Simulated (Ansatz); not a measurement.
**MgO: density, localisation and related maps**

Input

```
crystal:
  lattice:
    - [0.0, 2.2820056627, 2.2820056627]
    - [2.2820056627, 0.0, 2.2820056627]
    - [2.2820056627, 2.2820056627, 0.0]
  atoms:
    - { symbol: Mg, position: [0.0, 0.0, 0.0] }
    - { symbol: O, position: [0.25, 0.25, 0.25] }
kpoints:
  mp_grid: { grid: [6, 6, 6] }
  band_path:
    path:
      - [0.0, 0.0, 0.0]
      - [-0.5, -0.5, 0.0]
      - [-0.375, -0.375, 0.25]
      - [-0.375, 0.0, 0.375]
      - [0.0, 0.0, 0.5]
      - [-0.5, -0.25, 0.25]
    npoints: 1
hamiltonian:
  xc: hse06
scf:
  occupations: { method: fixed }
  n_extra_bands: 4
output:
  forces: true
  stress: true
  eigenvalues: true
  write_density: true
  write_potential: true
  elf: true
  volumetric_format: npy
```

Run with:

```sh
ansatz run input.yaml --threads 2 --pin off --max-ram 2211MiB --backend cpu --events-out ev --progress --plain --runs-dir out
```

Below, planes, directions and counts refer to the conventional cell (a = 4.56 Å, b = 4.56 Å, c = 4.56 Å, α = 90.00°, β = 90.00°, γ = 90.00°).

Space group F-43m; started from the zincblende prototype, which need not be the ambient phase.

These are results of DFT, HSE06, plane waves, PAW (Ansatz), not measurements.

Core electrons are frozen (PAW), and the valence fields are smoothed inside the atomic spheres.

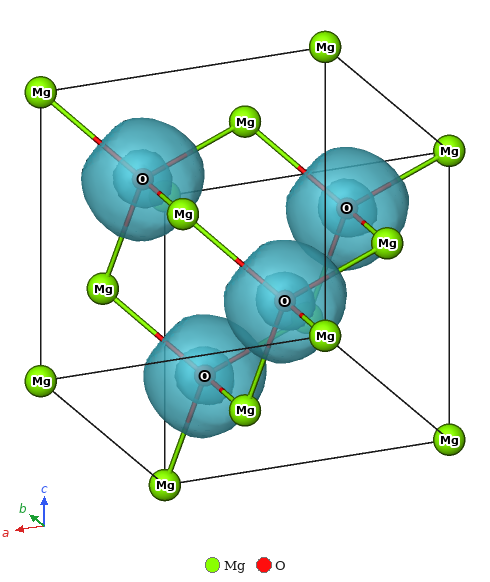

Figure 1. Isosurface of the electron localisation function at 0.75 (cyan), seen at an oblique angle. Only the valence region is drawn (cores and ρ < 0.01 e/Å³ removed). Sticks mark near contacts.

Describe the localisation domains.

The ELF exceeds this value in four regions wrapped around O (the valence shell of each), counted in one cell of 8 atoms. Regions shared between cells count once. Profiles from the grid: Mg–O (1.98 Å): the ELF peaks at about 0.85 in the valence shell of O, 0.7 Å from its nucleus, and is about 0.35 at the midpoint (an ionic contact with no shared pair).

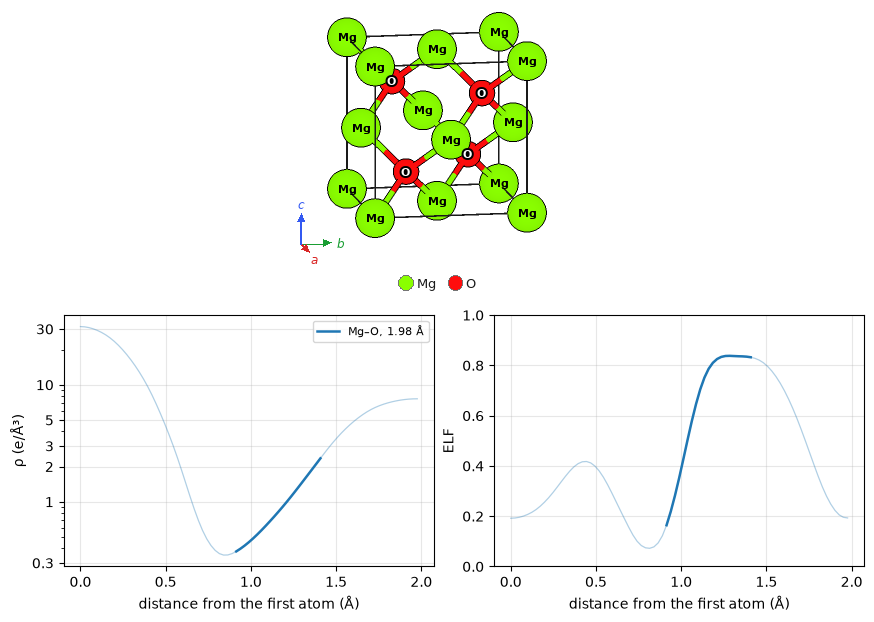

Figure 2. Valence electron density and ELF along straight lines between neighbouring atoms. Thin, pale parts lie inside the atomic spheres. The structure is drawn too.

What can be read from the curves?

Mg–O (1.98 Å): ρ at the midpoint is about 0.45 e/Å³; the ELF peaks at about 0.85 in the valence shell of O, 0.7 Å from its nucleus, and is about 0.35 at the midpoint (a largely ionic contact).

Does the calculation give a band gap?

It is gapped, with a Kohn–Sham gap of 5.3 eV on the k-point mesh, an upper bound to the gap of this method.
